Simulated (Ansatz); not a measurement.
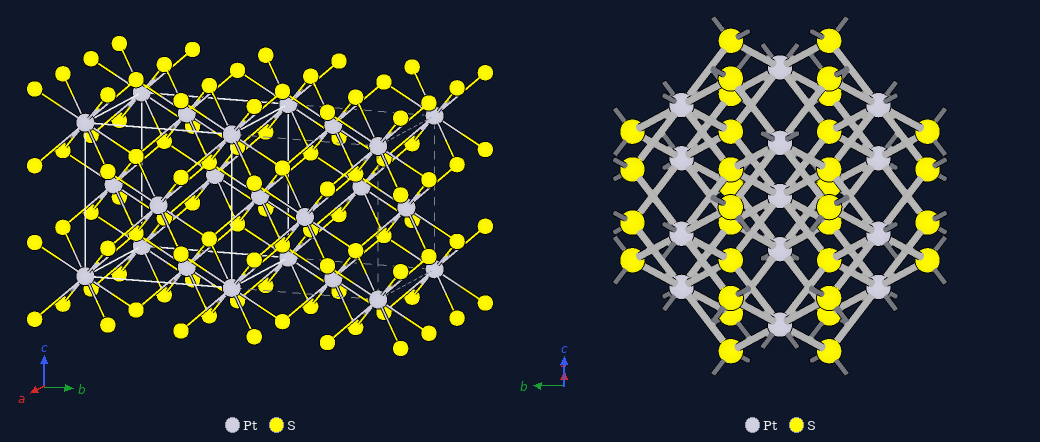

Left: the structure. Right: its underlying net. Nodes are coloured by element. Short stubs are edges that leave the cut-out.

PtS2 (space group Fm-3m, No. 225): the input geometry of an electronic-structure calculation (not necessarily at equilibrium); the starting structure was generated, so it need not be a known form of this composition.

Bonds are taken as Pt–S below 2.9 Å; no other contact counts. Simplification: prune 0- and 1-connected atoms, fold 2-connected ones into links.

The result is a binodal (4,8)-connected, three-periodic net: S is a 4-connected node; Pt is an 8-connected node, in the ratio 2:1. It is the flu net, known from fluorite. It is a single net, without interpenetration.

| node | links | point symbol | coordination sequence |
| --- | --- | --- | --- |
| S | 4 | 4⁶ | 4 22 24 82 |
| Pt | 8 | 4¹²·6¹²·8⁴ | 8 12 48 42 |
